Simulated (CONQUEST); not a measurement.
**KCl: 7 runs along one coordinate**

System: KCl (4 atoms in the cell).
Method: Kohn-Sham DFT of a periodic cell, PBE, PseudoDojo NC PBE, no spin polarisation (CONQUEST 1.3).

The 7 runs differ only in the geometry, by an even scaling of the cell at fixed fractional positions. The structure derives from an entry of the Crystallography Open Database.

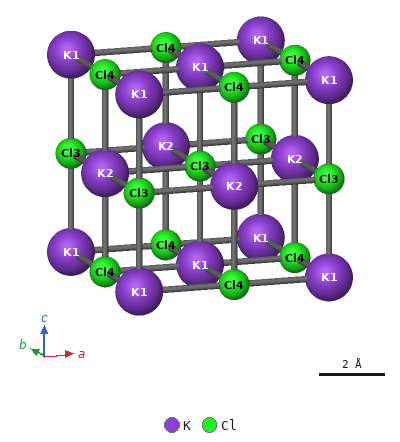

Figure 1. The structure of run 4 (ball-and-stick view of the cell 2 times as large as that of the calculation, set on its symmetry axes, seen slightly off an axis; atoms are numbered from 1 in the order of the input).

**Input of run 4**
```
IO.Title KCl
IO.Coordinates coords.dat
IO.FractionalAtomicCoords T
IO.Iprint 2
IO.Iprint_init 1
General.NumberOfSpecies 2
General.PseudopotentialType hamann
AtomMove.TypeOfRun static
AtomMove.FullStress T
Grid.PointsAlongX 48
Grid.PointsAlongY 48
Grid.PointsAlongZ 60
DM.SolutionMethod diagon
Diag.MPMesh T
Diag.GammaCentred T
Diag.MPMeshX 6
Diag.MPMeshY 6
Diag.MPMeshZ 4
Diag.kT 0.00183747
minE.SCTolerance 1e-6
SC.MaxIters 100
IO.AtomChargeOutput T
%block ChemicalSpeciesLabel
1 39.100 K
2 35.450 Cl
%endblock
```

Command:
```bash
Conquest
```

Lattice vectors (Å) and fractional positions of run 4:
```
   4.449781    0.000000    0.000000
   0.000000    4.449781    0.000000
   0.000000    0.000000    6.292940
K   0.000000  0.000000  0.000000
K   0.500000  0.500000  0.500000
Cl  0.000000  0.000000  0.500000
Cl  0.500000  0.500000  0.000000
```

Run 6 has the same physical settings and fractional positions; its lattice vectors (Å) are:
```
   4.508337    0.000000    0.000000
   0.000000    4.508337    0.000000
   0.000000    0.000000    6.375751
```

**Results, with one run withheld**

```tsv
run	volume per atom (Å³)	free energy per atom, from the lowest run given (meV)	pressure (GPa)	gap on the mesh (eV)
1	29.282	20.43	2.16	5.48
2	29.905	13.00	1.82	5.40
3	30.528	6.73	1.33	5.33
4	31.151	2.65	0.84	5.26
5	31.774	0.46	0.31	5.19
6	32.397	?	?	?
7	33.020	0.00	−0.19	5.05
```

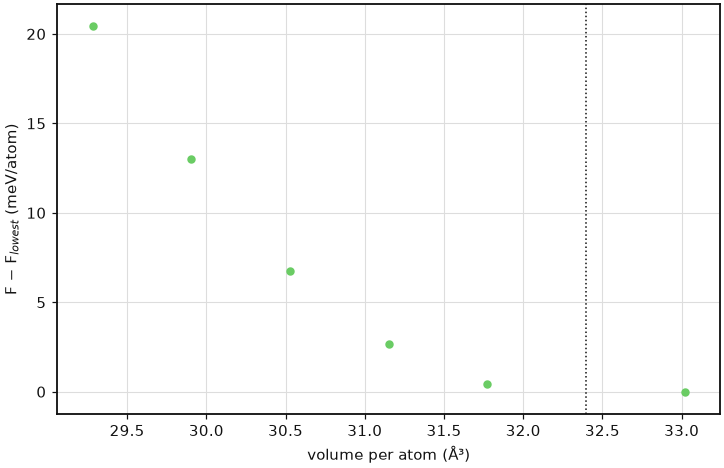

Figure 2. Free energy per atom of the runs given; the dotted line marks run 6.

Fit the runs given and predict run 6.

A cubic polynomial in V^(−2/3) (the Birch–Murnaghan form), fitted to the 6 runs given, misses them by at most 0.23 meV per atom. With x = V^(−2/3) − 0.10155 Å⁻², it reads F = 4.214 + 2894.4 x + 4.2088e+05 x² − 4.8065e+06 x³ (meV per atom). At run 6 it gives −0.58 meV per atom, and the run itself gives −0.32. The slope of the fit gives a pressure −dF/dV of 0.03 GPa there, and the run prints 0.11 GPa. The two needn't agree exactly: the fit is approximate, and the printed stress is taken on a finite basis. The fit has its minimum at 32.450 Å³ per atom, where V d²F/dV² gives 19.8 GPa: the bulk modulus at this level, since symmetry fixes the shape and the positions. The gap on the mesh goes, without turning, from 5.48 eV in run 1 to 5.05 eV in run 7; run 6 has 5.12 eV. These are gaps of this functional on this mesh, which can miss the band edges; they aren't the measured gap.

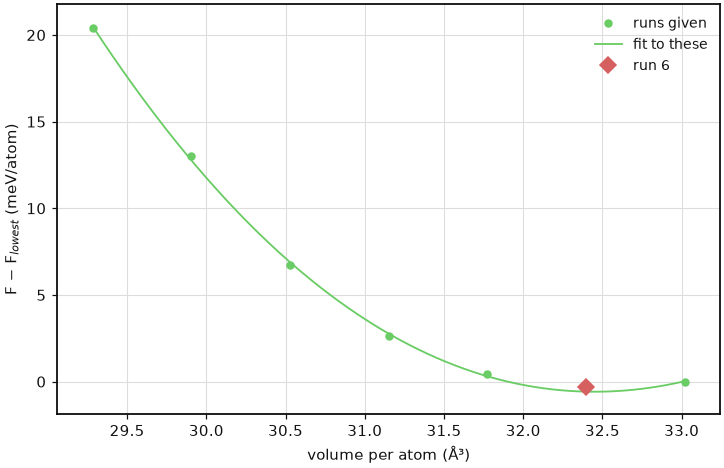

Figure 3. The fit and the withheld run.

**Some lines of the output (run 6)**
```
[...]
      Using Fermi-Dirac smearing
          DFT Total Energy                 :       -93.160889405632417 Ha
          DFT Total Energy                 :       -93.177998845686687 Ha
          DFT Total Energy                 :       -93.178218463432700 Ha
          DFT Total Energy                 :       -93.178253526753480 Ha
          DFT Total Energy                 :       -93.178254505844592 Ha
          DFT Total Energy                 :       -93.178254508747770 Ha
      |* DFT total energy        =       -93.178254508747770 Ha
    force: Average pressure:      0.11478400 GPa
```

Notes: With a small basis of atomic orbitals these values can differ much from converged plane-wave results.
